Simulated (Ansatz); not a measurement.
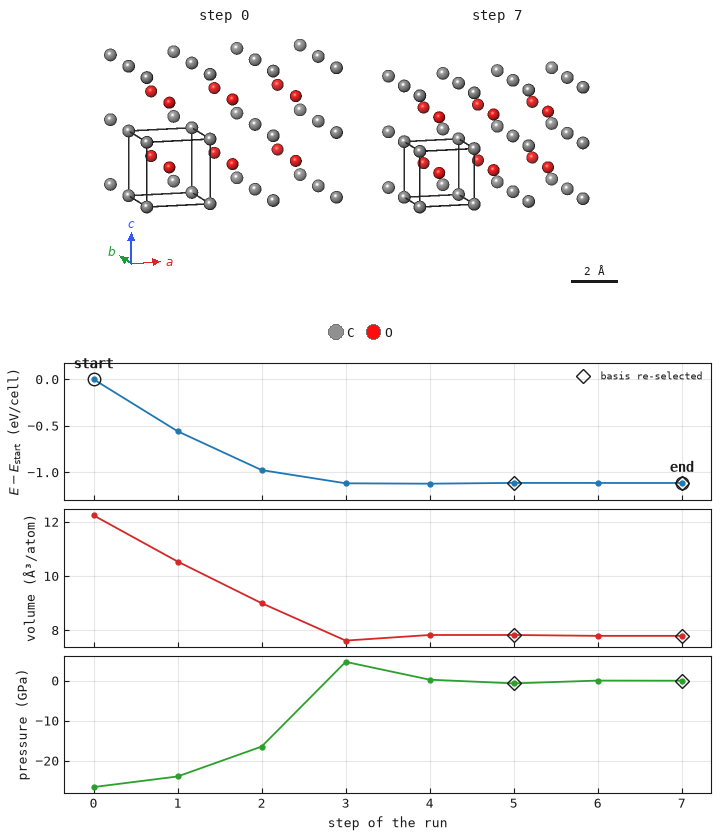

First and last geometry of a relaxation of crystalline CO (built on the caesium chloride_221 type) (coarse preliminary run), with the history of the run. A ball-and-stick model of the cell of the calculation, repeated 3 × 2 × 2 with one cell outlined, seen slightly off an axis.

Case: caesium chloride type (Pm-3m, No. 221).

Method: Ansatz 0.2.0, DFT PBE, scalar-relativistic, plane waves, PAW. Settings: plane-wave cutoff 420 eV; k-point mesh 6 × 6 × 6; occupations gaussian; smearing width 0.1 eV; collinear spin; cell and atoms relaxed; force threshold 0.04 eV/Å; at most 70 steps.

Q: What do the curves and the structures tell?

A: It converged. The atoms keep their places relative to the cell (all moves are under 0.005 Å). The drawn cell changes as follows: a = b = c 2.904 → 2.498 Å (−14.0 %); the volume changes by −36.3 %. The space group stays Pm-3m (No. 221). Over 5 accepted moves (7 points after the start) the energy falls by 1.114 eV per cell of the calculation. All forces vanish by symmetry, so only the cell relaxes. The pressure goes from −26.56 to 0.00 GPa. The SCF was repeated twice at an unchanged geometry on a basis and grid sized afresh for the cell, which shifted the energy by 8.3 meV per cell of the calculation at most. The program noted that the starting moments weren't kept. The run took 8.9 s on 1 thread of Arm Neoverse V1, on a shared host, peak memory 0.25 GiB.

```tsv
step	E − E(0), meV/atom	pressure, GPa	volume, Å³/atom	note
0	0.00	-26.56	12.242	
1	-279.01	-23.91	10.537	
2	-487.70	-16.44	8.999	
3	-558.70	4.71	7.618	
4	-560.72	0.26	7.825	
5	-556.57	-0.66	7.825	same geometry, new basis
6	-556.84	0.04	7.793	
7	-556.82	0.00	7.793	same geometry, new basis
```
